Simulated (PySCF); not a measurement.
# C5H6 (SMILES C1=CCC=C1): levels of theory compared

We compute a comparison of 6 runs (CAM-B3LYP/6-31G*, M06-2X/6-31G*, M06-L/6-31G*, SVWN5/6-31G*, revPBE/6-31G*, SCS-MP2/6-31G*) of C5H6. Input form: a Python script.

Program for the calculation: PySCF 2.14.0.

2 further runs of the same task are left out: 2 set aside as unsound or not needed.

## 1. Starting point

C5H6: 11 atoms, total charge 0, spin state singlet. SMILES: `C1=CCC=C1`. The coordinates come from a PBE0-D4/def2-TZVP relaxation.

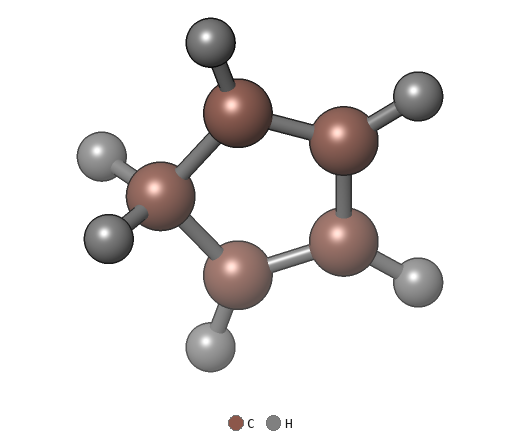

Viewed from a chosen angle; carbon brown, hydrogen grey.

## 2. A single-point energy at CAM-B3LYP/6-31G(d) (spherical functions) (run 1)

run.py

```python
from pyscf import gto, dft

system = gto.M(
    atom='''
C       -1.190900       0.435600      -0.253200
C       -0.728000       0.015400       0.934400
C        0.696000      -0.404800       0.781800
C        0.975900      -0.162000      -0.664000
C       -0.129400       0.325400      -1.248800
H       -2.189500       0.800700      -0.455900
H       -1.275300      -0.023600       1.866100
H        0.845500      -1.456900       1.058000
H        1.366100       0.173100       1.432000
H        1.927600      -0.357200      -1.138600
H       -0.232600       0.597500      -2.291400
''',
    basis='6-31g*',
    max_memory=1860,
    verbose=4,
)

myscf = dft.RKS(system, xc='cam-b3lyp')
myscf.conv_tol = 1e-10
myscf.grids.level = 5
myscf.kernel()
if not myscf.converged:
    myscf = myscf.newton().run(myscf.mo_coeff, myscf.mo_occ)

etot = myscf.e_tot
print(f'total energy: {etot:.8f} hartree')
```

On the command line:

```sh
$ OMP_NUM_THREADS=1 python run.py
```

Log:

```text
PySCF version 2.14.0

[... 79 lines left out ...]
converged SCF energy = -193.975759341294
total energy: -193.97575934 hartree
```

Wall time 47 s (1 thread of Intel Xeon at 2.70GHz, shared host); peak memory 0.42 GiB.

## 3. A single-point energy at M06-2X/6-31G(d) (spherical functions) (run 2)

input.xyz

```xyz
11

C     -1.190900     0.435600    -0.253200
C     -0.728000     0.015400     0.934400
C      0.696000    -0.404800     0.781800
C      0.975900    -0.162000    -0.664000
C     -0.129400     0.325400    -1.248800
H     -2.189500     0.800700    -0.455900
H     -1.275300    -0.023600     1.866100
H      0.845500    -1.456900     1.058000
H      1.366100     0.173100     1.432000
H      1.927600    -0.357200    -1.138600
H     -0.232600     0.597500    -2.291400
```

run.py

```python
from pyscf import gto, dft

mol = gto.M(
    atom='input.xyz',
    spin=0,
    basis='6-31g*',
    max_memory=1860,
    verbose=3,
    charge=0,
)

mf = dft.RKS(mol, xc='m06-2x')
mf.grids.level = 5
mf.conv_tol = 1e-10
mf.kernel()
if not mf.converged:
    mf = mf.newton().run(mf.mo_coeff, mf.mo_occ)

e_tot = mf.e_tot
print('Final energy', e_tot)
```

On the command line:

```sh
$ OMP_NUM_THREADS=1 python run.py
```

Log:

```text
converged SCF energy = -194.002147058206
Final energy -194.0021470582063
```

It took 41 s on 1 thread of Intel Xeon at 2.70GHz, shared host; peak memory 0.46 GiB.

Run 3 isn't shown in full; the table further down has it.

## 4. The energy at SVWN5/6-31G(d) (spherical functions) (run 4)

input.py

```python
from pyscf import gto, dft

mol = gto.Mole()
mol.atom = [
    ('C', (-1.190900, 0.435600, -0.253200)),
    ('C', (-0.728000, 0.015400, 0.934400)),
    ('C', (0.696000, -0.404800, 0.781800)),
    ('C', (0.975900, -0.162000, -0.664000)),
    ('C', (-0.129400, 0.325400, -1.248800)),
    ('H', (-2.189500, 0.800700, -0.455900)),
    ('H', (-1.275300, -0.023600, 1.866100)),
    ('H', (0.845500, -1.456900, 1.058000)),
    ('H', (1.366100, 0.173100, 1.432000)),
    ('H', (1.927600, -0.357200, -1.138600)),
    ('H', (-0.232600, 0.597500, -2.291400)),
]
mol.verbose = 3
mol.max_memory = 1860
mol.basis = '6-31g*'
mol.spin = 0
mol.build()

ks = dft.RKS(mol)
ks.xc = 'svwn'
ks.conv_tol = 1e-10
ks.grids.level = 5
ks.kernel()
if not ks.converged:
    ks = ks.newton().run(ks.mo_coeff, ks.mo_occ)

energy = ks.e_tot
print('Final energy', energy)
```

On the command line:

```sh
$ OMP_NUM_THREADS=1 python input.py
```

Log:

```text
converged SCF energy = -192.274971317314
Final energy -192.2749713173142
```

Run time: 17 s. Hardware: 1 thread of Intel Xeon at 2.70GHz, shared host; peak memory 0.28 GiB.

Run 5 isn't shown in full; the table further down has it.

## 5. A single-point energy at SCS-MP2/6-31G(d) (spherical functions) (run 6)

input.py

```python
from pyscf import gto, scf, mp

mol = gto.M(
    atom='''
C     -2.250475     0.823165    -0.478479
C     -1.375721     0.029102     1.765760
C      1.315249    -0.764961     1.477388
C      1.844184    -0.306136    -1.254778
C     -0.244531     0.614917    -2.359890
H     -4.137555     1.513104    -0.861526
H     -2.409968    -0.044598     3.526418
H      1.597763    -2.753142     1.999330
H      2.581555     0.327112     2.706088
H      3.642636    -0.675010    -2.151642
H     -0.439550     1.129111    -4.330118
''',
    max_memory=1860,
    verbose=3,
    basis='6-31g*',
    unit='bohr',
    charge=0,
)

mf = scf.RHF(mol)
mf.conv_tol = 1e-10
mf.kernel()
if not mf.converged:
    mf = mf.newton().run(mf.mo_coeff, mf.mo_occ)

pt = mp.MP2(mf, frozen=5).run()
e_final = mf.e_tot + 1.2 * pt.e_corr_os + pt.e_corr_ss / 3
print(f'total energy: {e_final:.8f} hartree')
```

On the command line:

```sh
$ OMP_NUM_THREADS=1 python input.py
```

Log:

```text
converged SCF energy = -192.789995518365
E(RMP2) = -193.417796574852  E_corr = -0.627801056486816
E(SCS-RMP2) = -193.405457236707  E_corr = -0.615461718341095
total energy: -193.40545724 hartree
```

Run time: 2.1 s. Hardware: 1 thread of Intel Xeon at 2.70GHz, shared host; peak memory 0.19 GiB.

## 6. The series

| run | level | integration grid | frozen core orbitals | energy (Eh) | dipole moment (D) of the reference | HOMO energy (eV) | LUMO energy (eV) | wall time |
| --- | --- | --- | --- | --- | --- | --- | --- | --- |
| 1 | CAM-B3LYP/6-31G* (spherical functions) | 5 | – | -193.975759 | 0.45 | -7.28 | 1.18 | 47 s |
| 2 | M06-2X/6-31G* (spherical functions) | 5 | – | -194.002147 | 0.46 | -7.23 | 0.82 | 41 s |
| 3 | M06-L/6-31G* (spherical functions) | 5 | – | -194.064541 | 0.50 | -5.14 | -0.91 | 43 s |
| 4 | SVWN5/6-31G* (spherical functions) | 5 | – | -192.274971 | 0.57 | -5.10 | -1.15 | 17 s |
| 5 | revPBE/6-31G* (spherical functions) | 5 | – | -194.040666 | 0.51 | -4.90 | -0.95 | 21 s |
| 6 | SCS-MP2/6-31G* (spherical functions) | – | 5 | -193.405457 | 0.34 | -8.20 | 3.79 | 2.1 s |

## 7. What came out

| quantity | value |
| --- | --- |
| run 6: total energy | -193.40546 Eh |
| run 6: dipole moment (Hartree–Fock density) | 0.34 D |
| run 6: HOMO energy (Hartree–Fock orbitals) | -8.20 eV |
| run 6: LUMO energy (Hartree–Fock orbitals) | 3.79 eV |
| run 6: HOMO–LUMO gap (Hartree–Fock orbitals) | 11.99 eV |
| run 6: correlation energy (5 core orbitals frozen) | -615.5 mEh |

Over runs 1, 2, 3, 4, 5 the dipole moment (its size) runs from 0.45 D (CAM-B3LYP/6-31G*) to 0.57 D (SVWN5/6-31G*). Over runs 1, 2, 3, 4, 5 the HOMO–LUMO gap runs from 3.95 eV (SVWN5/6-31G*) to 8.46 eV (CAM-B3LYP/6-31G*). Totals of different functionals can't be ranked against each other. All runs together took 2.9 min, the longest 47 s.
